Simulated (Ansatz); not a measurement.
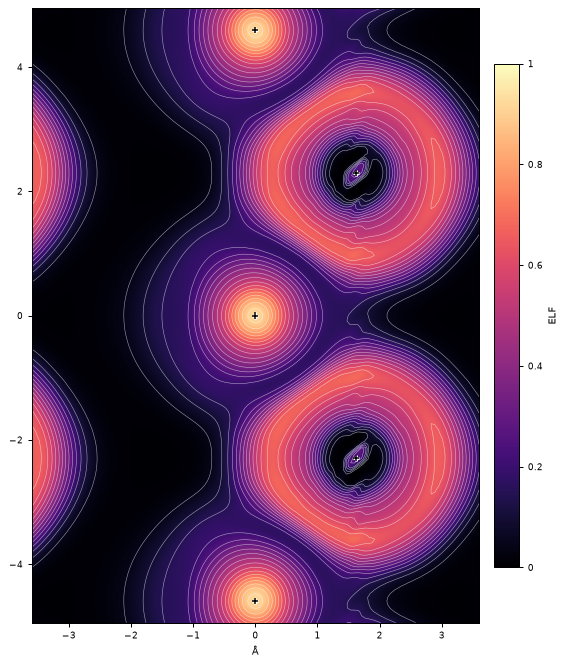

The ELF on a plane through atoms (crosses mark nuclei in the plane).

Method: DFT, PBE, plane waves, PAW in Ansatz.

Candidates:
A. CdTe, a = 6.49 Å, b = 6.49 Å, c = 6.49 Å, α = 90.00°, β = 90.00°, γ = 90.00°. Space group F-43m; started from the zincblende prototype, which need not be the ambient phase; changed on purpose from its base cell (hydrostatic strain -1.0%); computed pressure about 2 GPa in this cell.
B. BN, a = 2.60 Å, b = 4.33 Å, c = 6.52 Å, α = 90.00°, β = 90.00°, γ = 90.00°. Space group Cmcm; started from the measured structure prototype, which need not be the ambient phase; changed on purpose from its base cell (uniaxial x strain +4.0%); computed pressure about −9 GPa in this cell.

> Which candidate gave the map?

Candidate A: CdTe on the (110) plane of the conventional cell, which holds Cd and Te. Cd–Te (2.81 Å): the ELF is about 0.50 at the midpoint.
